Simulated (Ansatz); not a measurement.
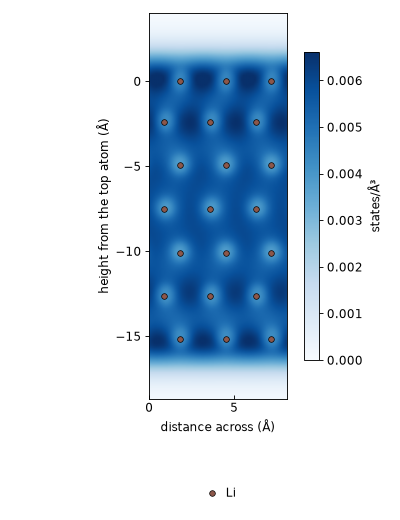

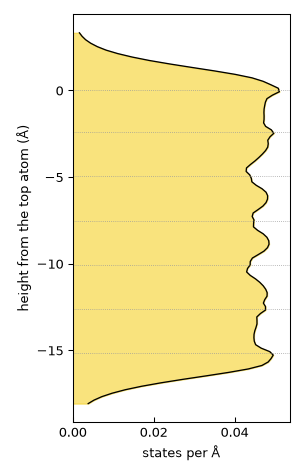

Density of all states between −0.25 and 0.00 eV (zero: the Fermi level) of Li(001) (P6_3/mmc bulk, 7 atomic planes (those closer than 0.6 Å count as one), 15 Å): side view, averaged along the second cell vector, and the full density summed over planes, the part near the nuclei included (dotted lines mark the atomic planes).

The first picture shows the smooth PAW orbitals' density alone; the shares below count all of it.

These are results of DFT PBE, scalar-relativistic, plane waves, PAW in Ansatz, not measurements. Cutoff 420 eV, 39 × 39 k-points, Gaussian smearing 0.1 eV, dipole correction. The slab is a cut without reconstruction beyond its cell, at the source's lattice constants, with its lower half held fixed and the rest relaxed. This isn't the element's usual bcc form. No spin polarisation. The run couldn't confirm all of its levels under its output density. The run warns that the functional's potential is rough in the thin density of the vacuum, where the tip is; weak contrasts and barriers may feel it.

How is this energy window spread over the atomic planes?

The window holds 0.87 states per cell. Shares by plane (space cut midway between planes), top to bottom: Li 16 %, Li 14 %, Li 13 %, Li 14 %, Li 13 %, Li 14 %, Li 17 %; the outer planes' shares include the vacuum, and density in a gap between layers is shared out between the planes on either side. The states spread through the slab.
